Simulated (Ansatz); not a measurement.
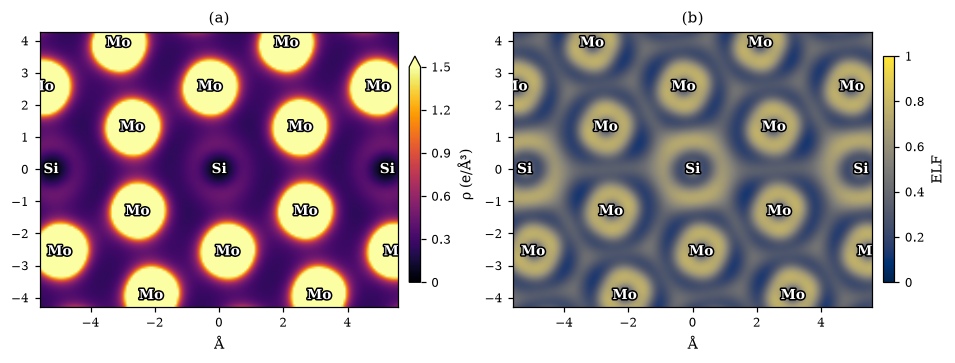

*SiMo$_{3}$ (amorphous cell). (a) valence electron density; (b) ELF on the (101) plane of the calculation cell.*

Computed without spin polarisation.

All numbers below come from DFT PBE, scalar-relativistic, plane waves, PAW in Ansatz.

In a PAW calculation such maps are meaningful between the atoms, not at the nuclei.

**Describe what can be read from this map.**

- The section cuts through Si and Mo sites.
- Si–Mo (2.58 Å): ρ at the midpoint is about 0.4 e/Å³; the ELF peaks at about 0.75 in the valence shell of Si, 0.9 Å from its nucleus, and is about 0.40 at the midpoint.
- Mo–Mo (2.63 Å): ρ at the midpoint is about 0.46 e/Å³; the ELF is about 0.35 at the midpoint.
- Si–Mo (2.58 Å): ρ is about 0.4 e/Å³ halfway; the ELF peaks at about 0.75 in the valence shell of Si, 0.9 Å from its nucleus, and is about 0.40 at the midpoint.
- Mo–Mo (2.65 Å): the density is about 0.43 e/Å³ at the midpoint; the ELF is about 0.30 at the midpoint (no localised pair shows between them).
- Mo–Mo (2.73 Å): ρ is about 0.39 e/Å³ halfway; the ELF is about 0.35 at the midpoint.
- Between the atoms the lowest density in this plane is 0.24 e/Å³.
- The features right at Mo lie inside the PAW spheres, where the map follows smoothed inner orbitals and isn't to be read closely.
